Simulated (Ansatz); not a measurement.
Consider AlN.

Input file:

```
crystal:
  lattice:
    - [-3.1135599857, 0.0, 0.0]
    - [0.0, 5.3928440876, 0.0]
    - [1.5567799928, -2.6964220438, -4.9833504711]
  atoms:
    - { symbol: Al, position: [1.0048988362, 0.3301719348, 0.9984922856] }
    - { symbol: Al, position: [0.5048988362, 0.8301719348, 0.9984922856] }
    - { symbol: Al, position: [0.2435934494, 0.9183203507, 0.4984922856] }
    - { symbol: Al, position: [0.7435934494, 0.4183203507, 0.4984922856] }
    - { symbol: "N", position: [0.8032027362, 0.1363940141, 0.6165054891] }
    - { symbol: "N", position: [0.3032027362, 0.6363940141, 0.6165054891] }
    - { symbol: "N", position: [0.0633027528, 0.730111475, 0.1165054891] }
    - { symbol: "N", position: [0.5633027528, 0.230111475, 0.1165054891] }
basis:
  ecutwfc: 520.0
kpoints:
  mp_grid: { grid: [8, 8, 8] }
hamiltonian:
  xc: pbesol
  pseudopotentials: { kind: paw, azcp: { folder: soft_1 } }
scf:
  occupations: { method: gaussian, width: 0.05 }
output:
  forces: true
  stress: true
  eigenvalues: true
  write_density: true
  write_potential: true
  elf: true
  volumetric_format: npy
```

Launched as:

```sh
ansatz run input.yaml --threads 2 --pin off --max-ram 4096MiB --backend cpu --events-out ev --progress --plain --runs-dir out
```

Space group P2₁; a point of a scan over the structure, not its minimum; not relaxed (largest force 0.6 eV/Å); PAW files of the earlier set (soft_1).

The calculation used Ansatz, DFT PBEsol, scalar-relativistic, plane waves, PAW.

Q: What can the converged valence pseudo-density and electron localisation function tell about the bonding?

A: Al–N (1.87 Å): the density is about 0.7 e/Å³ at the midpoint; the ELF peaks at about 0.90 between the atoms; a polar covalent bond.

Q: Does the calculation give a band gap?

A: It is gapped, with a Kohn–Sham gap of 4.1 eV on the k-point mesh, an upper bound to the gap of this method.

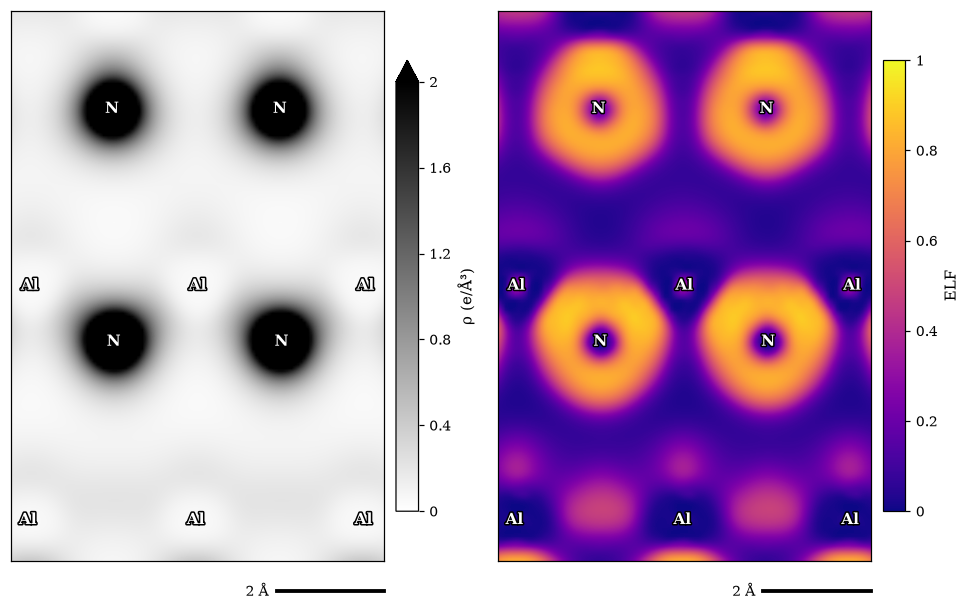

Computed valence pseudo-density and electron localisation function on the (011) plane of the calculation cell, in this order. 

The density is the valence pseudo-density of a PAW calculation; it isn't the true density close to the nuclei.
